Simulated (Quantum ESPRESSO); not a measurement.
# Run report: TaN, single-point calculation (part 1 of 2)

The run: single-point calculation of TaN (P6₃/mmc, 4 atoms in the cell). Method and program: Kohn-Sham DFT of a periodic cell, PBE, SSSP 1.3 efficiency PBE, no spin polarisation (Quantum ESPRESSO 7.5).

The structure derives from a Materials Project entry.

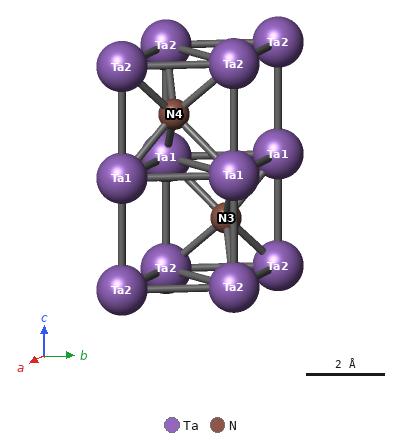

**Figure 1.** The structure (ball-and-stick view of the cell of the calculation, seen slightly off an axis; atoms are numbered from 1 in the order of the input). An atom can appear more than once, as a periodic image.

**The input**
```
&CONTROL
  calculation = 'scf'
  prefix = 'pwscf'
  outdir = './tmp'
  pseudo_dir = './pseudo'
  tprnfor = .true.
  tstress = .true.
  disk_io = 'nowf'
/
&SYSTEM
  ibrav = 0
  nat = 4
  ntyp = 2
  ecutwfc = 60
  ecutrho = 480
  nbnd = 26
  occupations = 'smearing'
  smearing = 'fd'
  degauss = 0.00367493
/
&ELECTRONS
  conv_thr = 8d-10
  electron_maxstep = 120
  mixing_beta = 0.5
/
ATOMIC_SPECIES
Ta   180.9479 Ta_pbe_v1.uspp.F.UPF
N     14.0070 N.pbe-n-radius_5.UPF
CELL_PARAMETERS angstrom
   2.9217699809    0.0000000000    0.0000000000
  -1.4608849905    2.5303270275    0.0000000000
   0.0000000000    0.0000000000    5.9165150000
ATOMIC_POSITIONS crystal
Ta     0.0000000000    0.0000000000    0.5000000000
Ta     0.0000000000    0.0000000000    0.0000000000
N      0.3333333333    0.6666666667    0.2500000000
N      0.6666666667    0.3333333333    0.7500000000
K_POINTS automatic
10 10 5 0 0 0
```

Hardware: 1 thread of Intel Xeon (Sapphire Rapids), 16 GiB of memory available, shared host.

Run as:
```bash
OMP_NUM_THREADS=1 pw.x -in pw.in > pw.out
```

**What the program printed**
```
This program is part of the open-source Quantum ESPRESSO suite
     for quantum simulation of materials; please cite
         "P. Giannozzi et al., J. Phys.:Condens. Matter 21 395502 (2009);
         "P. Giannozzi et al., J. Phys.:Condens. Matter 29 465901 (2017);
         "P. Giannozzi et al., J. Chem. Phys. 152 154105 (2020);
          URL
     in publications or presentations arising from this work. More details at

     Message from routine setup:
     using ibrav=0 with symmetry is DISCOURAGED, use correct ibrav instead

     G-vector sticks info
     --------------------
     sticks:   dense  smooth     PW     G-vecs:    dense   smooth      PW
     Sum        1015     499    151                52511    18553    3037

     Using Slab Decomposition

     bravais-lattice index     =            0
     lattice parameter (alat)  =       5.5213  a.u.
     unit-cell volume          =     295.1789 (a.u.)^3
     number of atoms/cell      =            4
     number of atomic types    =            2
     number of electrons       =        36.00
     number of Kohn-Sham states=           26
     kinetic-energy cutoff     =      60.0000  Ry
     charge density cutoff     =     480.0000  Ry
     scf convergence threshold =      8.0E-10
     mixing beta               =       0.5000
     number of iterations used =            8  plain     mixing
     Exchange-correlation= PBE
                           (   1   4   3   4   0   0   0)

     celldm(1)=   5.521345  celldm(2)=   0.000000  celldm(3)=   0.000000
     celldm(4)=   0.000000  celldm(5)=   0.000000  celldm(6)=   0.000000

     crystal axes: (cart. coord. in units of alat)
               a(1) = (   1.000000   0.000000   0.000000 )
               a(2) = (  -0.500000   0.866025   0.000000 )
               a(3) = (   0.000000   0.000000   2.024976 )

     reciprocal axes: (cart. coord. in units 2 pi/alat)
               b(1) = (  1.000000  0.577350 -0.000000 )
               b(2) = (  0.000000  1.154701  0.000000 )
               b(3) = (  0.000000 -0.000000  0.493833 )

     PseudoPot. # 1 for Ta read from file:
     Ta_pbe_v1.uspp.F.UPF
     Pseudo is Ultrasoft + core correction, Zval = 13.0
     Generated by new atomic code, or converted to UPF format
     Using radial grid of  921 points,  7 beta functions with:
                l(1) =   0
                l(2) =   0
                l(3) =   1
                l(4) =   1
                l(5) =   2
                l(6) =   2
                l(7) =   3
     Q(r) pseudized with  6 coefficients,  rinner =    1.300   1.300   1.300
                                                       1.300   1.300   1.300
                                                       1.300

     PseudoPot. # 2 for N  read from file:
     N.pbe-n-radius_5.UPF
     Pseudo is Ultrasoft + core correction, Zval =  5.0
     Generated using "atomic" code by A. Dal Corso  v.5.1
     Using radial grid of 1085 points,  4 beta functions with:
                l(1) =   0
                l(2) =   0
                l(3) =   1
                l(4) =   1
     Q(r) pseudized with 0 coefficients

     atomic species   valence    mass     pseudopotential
     Ta               13.00   180.94790     Ta( 1.00)
     N                 5.00    14.00700     N ( 1.00)

     24 Sym. Ops., with inversion, found (12 have fractional translation)

   Cartesian axes

     site n.     atom                  positions (alat units)
         1        Ta     tau(   1) = (   0.0000000   0.0000000   1.0124882  )
         2        Ta     tau(   2) = (   0.0000000   0.0000000   0.0000000  )
         3        N      tau(   3) = (  -0.0000000   0.5773503   0.5062441  )
         4        N      tau(   4) = (   0.5000000   0.2886751   1.5187322  )

     number of k points=    42  Fermi-Dirac smearing, width (Ry)=  0.0037
                       cart. coord. in units 2pi/alat
        k(    1) = (   0.0000000   0.0000000   0.0000000), wk =   0.0040000
        k(    2) = (   0.0000000   0.0000000   0.0987666), wk =   0.0080000
        k(    3) = (   0.0000000   0.0000000   0.1975332), wk =   0.0080000
        k(    4) = (   0.0000000   0.1154701   0.0000000), wk =   0.0240000
        k(    5) = (   0.0000000   0.1154701   0.0987666), wk =   0.0480000
        k(    6) = (   0.0000000   0.1154701   0.1975332), wk =   0.0480000
        k(    7) = (   0.0000000   0.2309401   0.0000000), wk =   0.0240000
        k(    8) = (   0.0000000   0.2309401   0.0987666), wk =   0.0480000
        k(    9) = (   0.0000000   0.2309401   0.1975332), wk =   0.0480000
        k(   10) = (   0.0000000   0.3464102   0.0000000), wk =   0.0240000
        k(   11) = (   0.0000000   0.3464102   0.0987666), wk =   0.0480000
        k(   12) = (   0.0000000   0.3464102   0.1975332), wk =   0.0480000
        k(   13) = (   0.0000000   0.4618802   0.0000000), wk =   0.0240000
        k(   14) = (   0.0000000   0.4618802   0.0987666), wk =   0.0480000
        k(   15) = (   0.0000000   0.4618802   0.1975332), wk =   0.0480000
        k(   16) = (   0.0000000  -0.5773503   0.0000000), wk =   0.0120000
        k(   17) = (   0.0000000  -0.5773503   0.0987666), wk =   0.0240000
        k(   18) = (   0.0000000  -0.5773503   0.1975332), wk =   0.0240000
        k(   19) = (   0.1000000   0.1732051   0.0000000), wk =   0.0240000
        k(   20) = (   0.1000000   0.1732051   0.0987666), wk =   0.0480000
        k(   21) = (   0.1000000   0.1732051   0.1975332), wk =   0.0480000
        k(   22) = (   0.1000000   0.2886751   0.0000000), wk =   0.0480000
        k(   23) = (   0.1000000   0.2886751   0.0987666), wk =   0.0960000
        k(   24) = (   0.1000000   0.2886751   0.1975332), wk =   0.0960000
        k(   25) = (   0.1000000   0.4041452   0.0000000), wk =   0.0480000
        k(   26) = (   0.1000000   0.4041452   0.0987666), wk =   0.0960000
        k(   27) = (   0.1000000   0.4041452   0.1975332), wk =   0.0960000
        k(   28) = (   0.1000000   0.5196152   0.0000000), wk =   0.0480000
        k(   29) = (   0.1000000   0.5196152   0.0987666), wk =   0.0960000
        k(   30) = (   0.1000000   0.5196152   0.1975332), wk =   0.0960000
        k(   31) = (   0.2000000   0.3464102   0.0000000), wk =   0.0240000
        k(   32) = (   0.2000000   0.3464102   0.0987666), wk =   0.0480000
        k(   33) = (   0.2000000   0.3464102   0.1975332), wk =   0.0480000
        k(   34) = (   0.2000000   0.4618802   0.0000000), wk =   0.0480000
        k(   35) = (   0.2000000   0.4618802   0.0987666), wk =   0.0960000
        k(   36) = (   0.2000000   0.4618802   0.1975332), wk =   0.0960000
        k(   37) = (   0.2000000   0.5773503   0.0000000), wk =   0.0240000
        k(   38) = (   0.2000000   0.5773503   0.0987666), wk =   0.0480000
        k(   39) = (   0.2000000   0.5773503   0.1975332), wk =   0.0480000
        k(   40) = (   0.3000000   0.5196152   0.0000000), wk =   0.0240000
        k(   41) = (   0.3000000   0.5196152   0.0987666), wk =   0.0480000
        k(   42) = (   0.3000000   0.5196152   0.1975332), wk =   0.0480000

     Dense  grid:    52511 G-vectors     FFT dimensions: (  40,  40,  80)

     Smooth grid:    18553 G-vectors     FFT dimensions: (  27,  27,  60)

     Initial potential from superposition of free atoms

     starting charge      35.9978, renormalised to      36.0000

     negative rho (up, down):  1.891E-01 0.000E+00
     Starting wfcs are   34 randomized atomic wfcs

     Self-consistent Calculation

     iteration #  1     ecut=    60.00 Ry     beta= 0.50
     Davidson diagonalization with overlap
     ethr =  1.00E-02,  avg # of iterations =  2.0

     negative rho (up, down):  1.942E-01 0.000E+00

     total energy              =    -324.07128466 Ry
     estimated scf accuracy    <       0.87065256 Ry

     iteration #  2     ecut=    60.00 Ry     beta= 0.50
     Davidson diagonalization with overlap
     ethr =  2.42E-03,  avg # of iterations =  3.0

     negative rho (up, down):  1.965E-01 0.000E+00

     total energy              =    -324.32512200 Ry
     estimated scf accuracy    <       0.55846352 Ry

     iteration #  3     ecut=    60.00 Ry     beta= 0.50
     Davidson diagonalization with overlap
     ethr =  1.55E-03,  avg # of iterations =  2.0

     negative rho (up, down):  1.992E-01 0.000E+00

     total energy              =    -324.41968659 Ry
     estimated scf accuracy    <       0.00570411 Ry

     iteration #  4     ecut=    60.00 Ry     beta= 0.50
     Davidson diagonalization with overlap
     ethr =  1.58E-05,  avg # of iterations =  5.4

     negative rho (up, down):  2.009E-01 0.000E+00

     total energy              =    -324.42221645 Ry
     estimated scf accuracy    <       0.00154408 Ry

     iteration #  5     ecut=    60.00 Ry     beta= 0.50
     Davidson diagonalization with overlap
     ethr =  4.29E-06,  avg # of iterations =  2.1

     negative rho (up, down):  2.010E-01 0.000E+00

     total energy              =    -324.42243640 Ry
     estimated scf accuracy    <       0.00003831 Ry

     iteration #  6     ecut=    60.00 Ry     beta= 0.50
     Davidson diagonalization with overlap
     ethr =  1.06E-07,  avg # of iterations =  2.8

     negative rho (up, down):  2.010E-01 0.000E+00

     total energy              =    -324.42243971 Ry
     estimated scf accuracy    <       0.00003377 Ry

     iteration #  7     ecut=    60.00 Ry     beta= 0.50
     Davidson diagonalization with overlap
     ethr =  9.38E-08,  avg # of iterations =  2.7

     negative rho (up, down):  2.010E-01 0.000E+00

     total energy              =    -324.42244735 Ry
     estimated scf accuracy    <       0.00000054 Ry

     iteration #  8     ecut=    60.00 Ry     beta= 0.50
     Davidson diagonalization with overlap
     ethr =  1.50E-09,  avg # of iterations =  3.6

     negative rho (up, down):  2.010E-01 0.000E+00

     total energy              =    -324.42244756 Ry
     estimated scf accuracy    <       0.00000005 Ry

     iteration #  9     ecut=    60.00 Ry     beta= 0.50
     Davidson diagonalization with overlap
     ethr =  1.42E-10,  avg # of iterations =  2.2

     negative rho (up, down):  2.010E-01 0.000E+00

     total energy              =    -324.42244756 Ry
     estimated scf accuracy    <          8.0E-09 Ry

     iteration # 10     ecut=    60.00 Ry     beta= 0.50
     Davidson diagonalization with overlap
     ethr =  2.23E-11,  avg # of iterations =  2.8

     negative rho (up, down):  2.010E-01 0.000E+00

     End of self-consistent calculation

          k = 0.0000 0.0000 0.0000 (  2319 PWs)   bands (ev):

   -48.6101 -48.5739 -15.6730 -14.9291 -14.6762 -14.6762 -14.6156 -14.6156
     2.4045   4.7506  10.6918  15.1210  15.1210  15.6529  16.4171  17.9184
    17.9184  19.7118  19.7118  20.4916  20.4916  22.2638  23.0122  23.8677
    23.8677  25.8753

          k = 0.0000 0.0000 0.0988 (  2313 PWs)   bands (ev):

   -48.6066 -48.5774 -15.6060 -15.0046 -14.6705 -14.6705 -14.6215 -14.6215
     2.5911   4.4607  11.1033  14.7425  15.2792  15.2792  17.2527  17.3457
    17.3457  20.2678  20.2678  20.5999  20.5999  21.5487  23.4431  23.7804
    23.7804  25.5129

          k = 0.0000 0.0000 0.1975 (  2296 PWs)   bands (ev):

   -48.5976 -48.5864 -15.4268 -15.1973 -14.6554 -14.6554 -14.6367 -14.6367
     3.1022   3.8010  12.1268  13.4259  15.7410  15.7410  16.4652  16.4652
    18.5236  20.0481  20.8396  20.8396  20.8631  20.8631  23.9097  23.9097
    24.4821  24.6598

          k = 0.0000 0.1155 0.0000 (  2319 PWs)   bands (ev):

   -48.6024 -48.5664 -15.6484 -14.9146 -14.7858 -14.7164 -14.6998 -14.6378
     2.6184   4.6821  11.0404  14.9757  15.1842  15.8439  15.8739  16.9499
    17.5452  19.8832  20.0670  20.4612  21.0045  22.3578  23.6994  23.7572
    24.0092  25.5472

          k = 0.0000 0.1155 0.0988 (  2308 PWs)   bands (ev):

   -48.5989 -48.5698 -15.5824 -14.9895 -14.7787 -14.7230 -14.6939 -14.6438
     2.7902   4.4430  11.3802  14.7000  15.1237  15.3359  16.2321  17.1609
    17.5783  19.9448  20.3216  20.5735  21.1385  21.6896  23.3744  23.7493
    24.6339  25.1542

          k = 0.0000 0.1155 0.1975 (  2307 PWs)   bands (ev):

   -48.5900 -48.5788 -15.4057 -15.1796 -14.7612 -14.7401 -14.6785 -14.6593
     3.2557   3.8776  12.2565  13.4262  15.4992  15.7728  15.9631  16.4327
    18.7545  20.0201  20.4755  20.6493  20.7779  21.1489  23.4182  24.1048
    24.2098  24.9327

          k = 0.0000 0.2309 0.0000 (  2306 PWs)   bands (ev):

   -48.5821 -48.5466 -15.5837 -15.0640 -14.9738 -14.8763 -14.7611 -14.6953
     3.1845   4.5223  11.9289  14.6295  14.8581  14.9315  15.2100  16.6521
    17.0628  19.6643  20.4742  21.0896  22.0152  22.6817  23.4859  24.3723
    24.7665  25.7828

          k = 0.0000 0.2309 0.0988 (  2309 PWs)   bands (ev):

   -48.5787 -48.5500 -15.5201 -15.0581 -14.9823 -14.9444 -14.7548 -14.7016
     3.3127   4.3938  12.0697  14.0267  14.8557  15.2830  15.3535  16.8389
    17.1724  19.4894  20.5700  21.0996  21.9679  22.0497  23.7700  23.7986
    25.0822  26.0721

          k = 0.0000 0.2309 0.1975 (  2309 PWs)   bands (ev):
```
